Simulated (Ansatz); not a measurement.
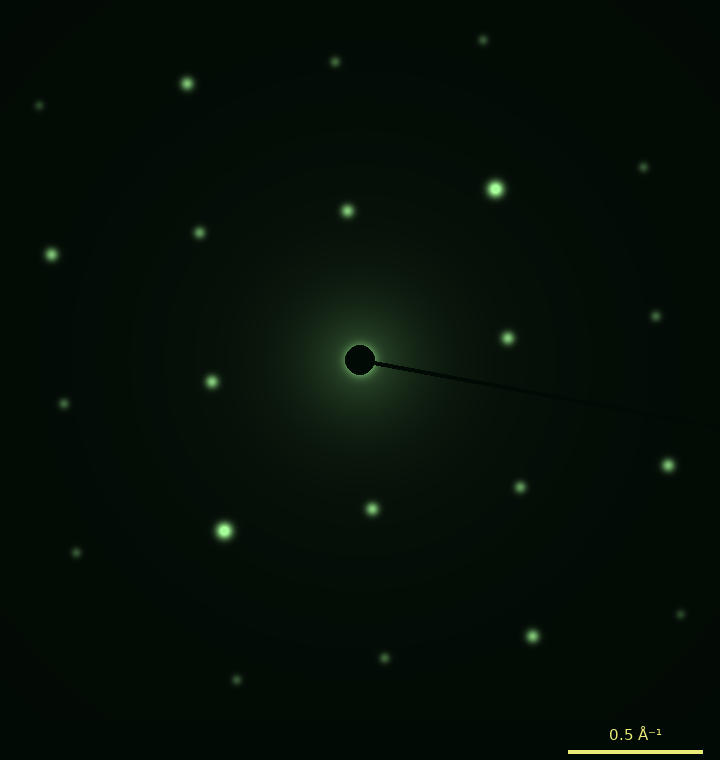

Kinematic zone-axis pattern, calculated for 200 keV electrons with B = 0.5 Å².

Candidate phases (model or computed cells):
A. C, space group P6_3/mmc (No. 194), a = 2.483 Å, c = 4.136 Å (hexagonal axes)
B. C, space group P6_3/mmc (No. 194), a = 2.445 Å, c = 6.610 Å (hexagonal axes)
C. C, space group Pm-3m (No. 221), a = 1.75 Å
D. C, space group P6_3/mmc (No. 194), a = 1.695 Å, c = 12.104 Å (hexagonal axes)

### Which candidate gives this pattern, and along which zone?

Candidate B (C), along [421] or an equivalent direction. The spots form a centred rectangular net with both shortest vectors at d = 1.78 Å, 86.4° apart. They index as 0 1 -2 and -1 1 2; no zone of the other candidates with indices up to 3 has this net.
